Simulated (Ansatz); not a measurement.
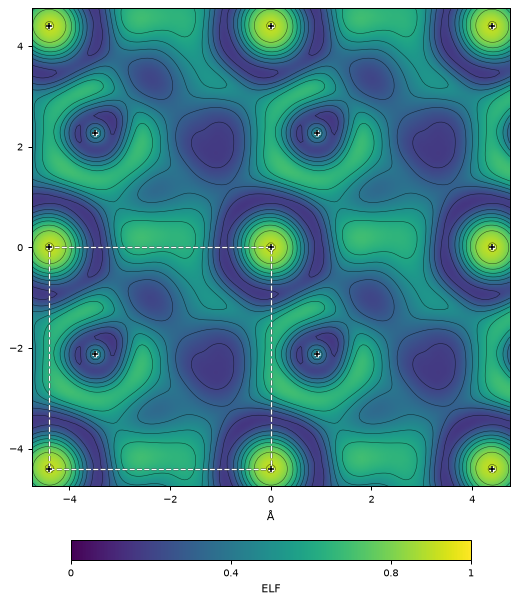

The electron localisation function on a plane through atoms (crosses mark nuclei in the plane).

Computed with DFT LDA, scalar-relativistic, plane waves, PAW in Ansatz 0.2.0.

Candidates:
A. ZnO, a = 6.37 Å, b = 6.37 Å, c = 10.30 Å, α = 90.00°, β = 90.00°, γ = 120.00°. Space group P6₃mc.
B. AlN, a = 3.09 Å, b = 3.09 Å, c = 4.94 Å, α = 90.00°, β = 90.00°, γ = 120.00°. Space group P6₃mc; a generated structure, not necessarily the stable one.
C. MnSi, a = 4.40 Å, b = 4.40 Å, c = 4.40 Å, α = 90.00°, β = 90.00°, γ = 90.00°. Space group P2₁3; computed pressure about 4 GPa in this cell; spin-polarised.

### Which system is this?

Candidate C: MnSi on the (100) plane of the conventional cell, which holds Mn and Si. Mn–Si (2.32 Å): the ELF peaks at about 0.65 in the valence shell of Si, 0.9 Å from its nucleus, and is about 0.45 at the midpoint. Mn–Si (2.45 Å): the ELF peaks at about 0.70 in the valence shell of Si, 0.9 Å from its nucleus, and is about 0.45 at the midpoint.
